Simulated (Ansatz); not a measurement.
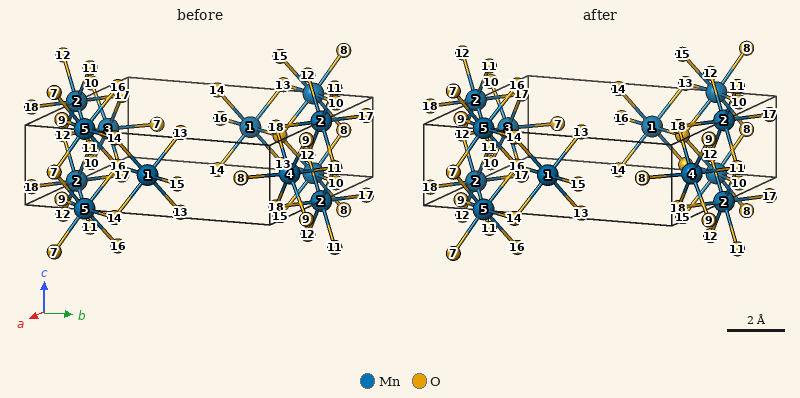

The structure of crystalline MnO2 (set up in P4_2/m) before (left) and after (right) a relaxation, at one scale.

Style: ball-and-stick. Shown: the cell of the calculation, slightly off an axis.

Method: DFT PBE+U+D3(BJ), scalar-relativistic, plane waves, PAW (Ansatz). (plane-wave cutoff 420 eV; k-point mesh 4 × 4 × 8; occupations gaussian; smearing width 0.02 eV; U Mn 3.9 eV; collinear spin; cell and atoms relaxed; force threshold 0.02 eV/Å; at most 70 steps)

> What changed between the two?

The energy falls by 0.223 eV per cell of the calculation in 4 accepted moves (6 points after the start). The largest force component goes from 0.51 to 0.0059 eV/Å. The pressure goes from 6.29 to 0.05 GPa. At 2 points the geometry stayed and the basis and grid were re-selected for the new cell (energy shift of 51.4 meV per cell of the calculation at most each time). The largest moves relative to the cell, 0.014 Å, are those of Mn atoms. Largest moves by element: Mn 0.014 Å, O 0.013 Å. Cell: a = b 9.327 → 9.457 Å (+1.4 %), c 2.856 → 2.911 Å (+1.9 %). Volume +4.8 %. Among the contacts that change: Mn–O 1.905 → 1.937 Å, Mn–O 1.886 → 1.910 Å. The space group stays P4_2/m (No. 84). The run took 6.3 min on 4 threads of Arm Neoverse V1 (shared host), peak memory 2 GiB.
